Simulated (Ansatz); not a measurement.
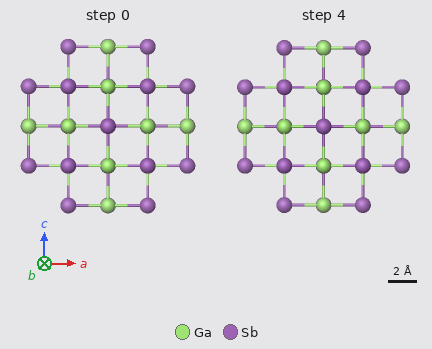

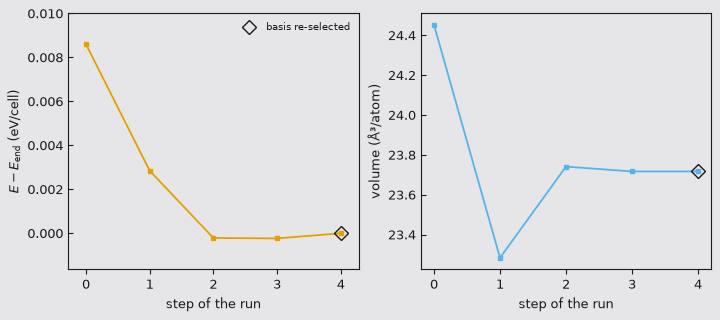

First and last geometry of a relaxation of solid GaSb (built on the rocksalt type), with the history of the run. A ball-and-stick model of the conventional cell (4 times the calculation's cell), seen along the b axis. Lengths and directions refer to the drawn axes.

The calculation used DFT, r2SCAN, plane waves, PAW (Ansatz 0.2.0). (plane-wave cutoff 500 eV; k-point mesh 8 × 8 × 8; occupations fermi dirac; smearing width 0.02 eV; no spin polarisation; cell and atoms relaxed; force threshold 0.005 eV/Å)

Question: What do the curves and the structures tell?

Answer: It converged. The atoms keep their places relative to the cell (all moves are under 0.005 Å). The volume changes by −3.0 %, with a = b = c 5.805 → 5.746 Å (−1.0 %). Some distances before and after: Ga–Sb 2.903 → 2.873 Å. The space group stays Fm-3m (No. 225). After 3 accepted moves (4 points after the start) the energy has fallen by 8.6 meV per cell of the calculation. All forces vanish by symmetry, so only the cell relaxes. Pressure: −1.81 GPa at the start and −0.01 GPa at the end. The SCF was repeated once at an unchanged geometry on a basis and grid sized afresh for the cell, which shifted the energy by 0.2 meV per cell of the calculation at most.
